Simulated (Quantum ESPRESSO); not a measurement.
# GaN (F-43m): the LO frequency by hand

Aim: work out the LO frequency and the static dielectric constant of GaN (F-43m) from one linear-response run, then check them.

Main program and level: Quantum ESPRESSO 7.5; DFT LDA, scalar-relativistic, plane waves, JTH PAW pseudopotentials.

### 1. Set-up

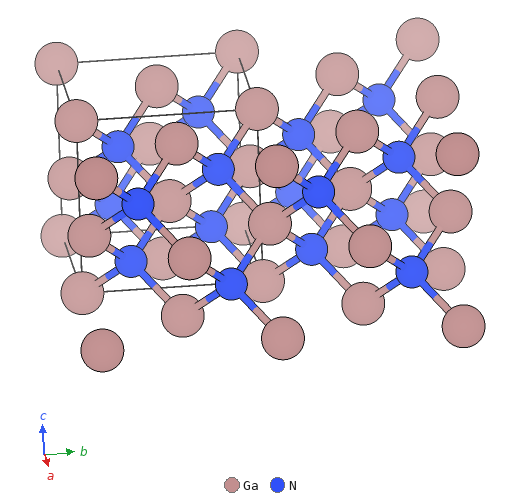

Start, viewed slightly off an axis; gallium pink, nitrogen blue. 2×2×1 cells are drawn. This picture shows the conventional cell, with its axes. Bonds to atoms that aren't drawn are left out. Some periodic images of atoms are drawn too.

Structure file:

```cif
data_structure
_symmetry_space_group_name_H-M 'P 1'
_symmetry_Int_Tables_number 1
_cell_length_a 3.1503
_cell_length_b 3.1503
_cell_length_c 3.1503
_cell_angle_alpha 60.000
_cell_angle_beta 60.000
_cell_angle_gamma 60.000
_cell_volume 22.11
loop_
_atom_site_label
_atom_site_type_symbol
_atom_site_fract_x
_atom_site_fract_y
_atom_site_fract_z
_atom_site_occupancy
Ga1 Ga 0.00000 0.00000 0.00000 1
N2 N 0.75000 0.75000 0.75000 1
```

This is the cell after its relaxation at this level of theory, not the database cell from which that began.

### 2. What the response run gave

A linear-response run on the relaxed cell, with the response to an electric field; only its zone-centre results are used. Cutoff 60 Ry, k mesh 12×12×12.

What it wrote:

```text
[banners, grids, parts of the stress and lines that vanish by symmetry left out]
Program PHONON v.7.5
     Reading xml data from directory:

[...]
Exchange-correlation= PW
                           (   1   4   0   0   0   0   0)
[...]
kinetic-energy cut-off    =      60.0000  Ry
     charge density cut-off    =     480.0000  Ry
     convergence threshold     =      1.0E-18
[...]
Exchange-correlation= PW
                           (   1   4   0   0   0   0   0)
[...]
q = (   0.0000000   0.0000000   0.0000000 )
     25 Sym.Ops. (with q -> -q+G )
     G cutoff =  430.9165  (  26469 G-vectors)     FFT grid: ( 45, 45, 45)
     G cutoff =  215.4583  (   9377 G-vectors)  smooth grid: ( 30, 30, 30)
     number of k points=    72
[...]
Mode symmetry, T_d (-43m)  point group:
[...]
Dielectric constant
[...]
End of electric fields calculation
          Dielectric constant in cartesian axis
          (       5.745287428      -0.000000000      -0.000000000 )
          (      -0.000000000       5.745287428       0.000000000 )
          (      -0.000000000       0.000000000       5.745287428 )
          Effective charges (d Force / dE) in cartesian axis without acoustic sum rule applied (asr)
           atom    1  Ga    Mean Z*:        2.63235
      Ex  (        2.63235       -0.00000        0.00000 )
      Ey  (       -0.00000        2.63235       -0.00000 )
      Ez  (        0.00000       -0.00000        2.63235 )
           atom    2  N     Mean Z*:       -2.63285
      Ex  (       -2.63285       -0.00000        0.00000 )
      Ey  (       -0.00000       -2.63285       -0.00000 )
      Ez  (        0.00000       -0.00000       -2.63285 )
          Effective charges Sum: Mean:       -0.00050
[...]
Effective charges (d Force / dE) in cartesian axis with asr applied:
           atom    1  Ga    Mean Z*:        2.63260
[...]
atom    2  N     Mean Z*:       -2.63260
[...]
Representation #   1 modes #   1   2   3
[...]
End of self-consistent calculation
     Convergence has been achieved
     Representation #   2 modes #   4   5   6
[...]
End of self-consistent calculation
     Convergence has been achieved
[...]
Dielectric constant in cartesian axis
          (       5.745287428      -0.000000000      -0.000000000 )
          (      -0.000000000       5.745287428       0.000000000 )
          (      -0.000000000       0.000000000       5.745287428 )
          Effective charges (d Force / dE) in cartesian axis without acoustic sum rule applied (asr)
           atom    1  Ga    Mean Z*:        2.63235
      Ex  (        2.63235       -0.00000        0.00000 )
      Ey  (       -0.00000        2.63235       -0.00000 )
      Ez  (        0.00000       -0.00000        2.63235 )
           atom    2  N     Mean Z*:       -2.63285
      Ex  (       -2.63285       -0.00000        0.00000 )
      Ey  (       -0.00000       -2.63285       -0.00000 )
      Ez  (        0.00000       -0.00000       -2.63285 )
          Effective charges Sum: Mean:       -0.00050
[...]
Effective charges (d Force / dE) in cartesian axis with asr applied:
           atom    1  Ga    Mean Z*:        2.63260
[...]
atom    2  N     Mean Z*:       -2.63260
[...]
q = (    0.000000000   0.000000000   0.000000000 )
[...]
freq (    1) =       0.093873 [THz] =       3.131272 [cm-1]
     freq (    2) =       0.093873 [THz] =       3.131272 [cm-1]
     freq (    3) =       0.093873 [THz] =       3.131272 [cm-1]
     freq (    4) =      16.589731 [THz] =     553.373861 [cm-1]
     freq (    5) =      16.589731 [THz] =     553.373861 [cm-1]
     freq (    6) =      16.589731 [THz] =     553.373861 [cm-1]
[...]
Mode symmetry, T_d (-43m)  point group:
     freq (   1-   3) =          3.1  [cm-1]   --> T_2  G_15 P_4   I+R
     freq (   4-   6) =        553.4  [cm-1]   --> T_2  G_15 P_4   I+R

   JOB DONE.
```

```tsv
quantity	value
cell volume Ω (Å³)	22.108
mass of Ga (u)	69.723
mass of N (u)	14.007
Born charge of Ga, raw (e)	2.632
Born charge of N, raw (e)	-2.633
ε∞	5.745
ω(TO) after the sum rule (cm⁻¹)	553.4
```

### 3. The calculation

The charges must sum to zero over the cell; taking off their mean, 0.000 e, leaves Z* = 2.633 e on Ga. In the polar mode Ga moves against N, so the reduced mass is μ = 69.72 × 14.01 / 83.73 = 11.664 u.

A longitudinal wave builds up a field that adds to the restoring force: ω(LO)² = ω(TO)² + 4π Z*² / (μ Ω ε∞), in Hartree atomic units. With μ = 21262 electron masses and Ω = 149.19 bohr³ the second term is 4.7788e-06 Ha², or 230188 cm⁻² (1 Ha = 219474.6 cm⁻¹).

So ω(LO) = √(306218 + 230188) = 732.4 cm⁻¹, and by the Lyddane-Sachs-Teller relation ε₀ = ε∞ (ω(LO)/ω(TO))² = 10.06.

### 4. Check against the program

The analysis program adds the same non-analytic term to the full matrix, here for q along (1 0 0).

What it wrote:

```text
[banner, memory and clock lines left out]
Program DYNMAT v.7.5

     Reading Dynamical Matrix from file g.dyn
     ...Force constants read
     ...epsilon and Z* read

     Polarizability (A^3 units)
     multiply by 0.387332 for Clausius-Mossotti correction
         8.348501   -0.000000   -0.000000
        -0.000000    8.348501    0.000000
        -0.000000    0.000000    8.348501

     IR activities are in (D/A)^2/amu units

# mode   [cm-1]    [THz]      IR
    1     -0.00   -0.0000    0.0000
    2     -0.00   -0.0000    0.0000
    3      0.00    0.0000    0.0000
    4    553.37   16.5897   13.7087
    5    553.37   16.5897   13.7087
    6    732.40   21.9568   13.7087
```

ε₀ comes from the program's run without a direction of q.

```tsv
quantity	by hand	program
ω(LO) (cm⁻¹)	732.4	732.4
ε₀	10.06	10.06
```

### 5. Outcome

```yaml
to_mode: 553.4 cm⁻¹
lo_mode: 732.4 cm⁻¹
static_dielectric_constant: 10.06
```

In words: The LO mode of GaN (F-43m) lies at 732 cm⁻¹, 179 cm⁻¹ above the TO mode; the formula meets the program within 0.1 cm⁻¹, as it must for a cubic crystal with one polar mode. ω(LO)² − ω(TO)² goes with Z*²/ε∞: an error of 5 % in ε∞ would move the LO mode by 7.5 cm⁻¹, and semilocal functionals tend to overestimate ε∞. These are harmonic values at zero temperature, at the volume of this functional, for the structure held cubic; stability elsewhere in the zone is no part of this calculation.

[Host names and launcher messages were left out of these logs when they were recorded.]

[Logs are printed without paths, hosts, clocks, repeated set-up lines and the standing remarks that a program may print on its own settings, such as how far it seeks lower states.]

[Hosts, paths, dates, database ids (printed as entryN), source tags and the programs' standing remarks are cut or masked in the printed files.]
